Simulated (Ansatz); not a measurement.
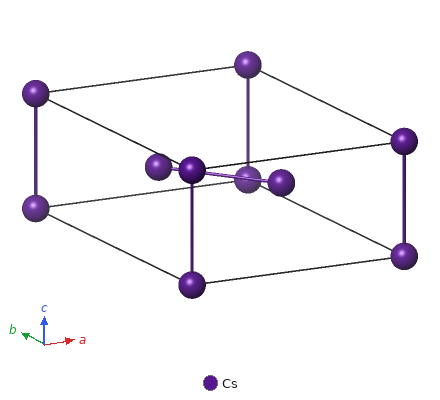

Cs (P6/mmm, No. 191): the end point of a relaxation with DFT, PBE, plane waves (420 eV) with PAW, scalar-relativistic (Ansatz); the starting structure was generated, so it need not be a known form of this composition.

```cif
data_structure
_symmetry_space_group_name_H-M 'P6/mmm'
_symmetry_Int_Tables_number 191
_cell_length_a 8.7833
_cell_length_b 8.7833
_cell_length_c 5.2769
_cell_angle_alpha 90.000
_cell_angle_beta 90.000
_cell_angle_gamma 120.000
_cell_volume 352.56
loop_
_atom_site_label
_atom_site_type_symbol
_atom_site_symmetry_multiplicity
_atom_site_Wyckoff_symbol
_atom_site_fract_x
_atom_site_fract_y
_atom_site_fract_z
_atom_site_occupancy
Cs1 Cs 1 a 0.00000 0.00000 0.00000 1
Cs2 Cs 2 d 0.33333 0.66667 0.50000 1
```

**What will a Z-contrast image along [101] show? Simulation: incoherent imaging, intensity Z^1.8 per atom, probe width 1.30 Å, thin sample. The probe carries 25 % of its weight in a tail 2.5 times as wide. The display is stretched by a gamma of 0.65; percentages refer to the linear signal. Shot noise was added.**

The columns repeat on a centred rectangular net of 4.52 × 15.21 Å (plane group c2mm). All columns are alike (Cs). The shortest distance between visible columns is 2.54 Å in projection. Along the beam the structure repeats every 10.25 Å.

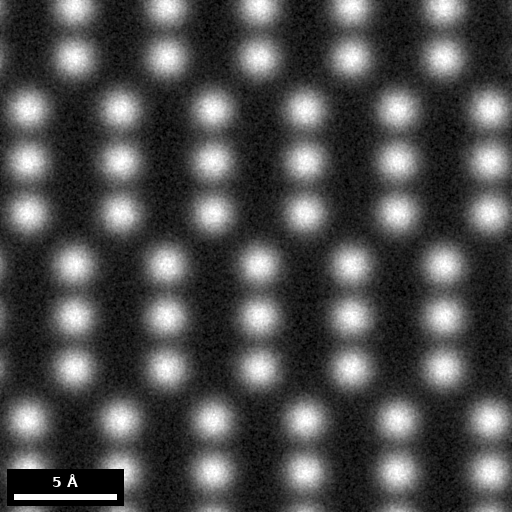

The simulated image.
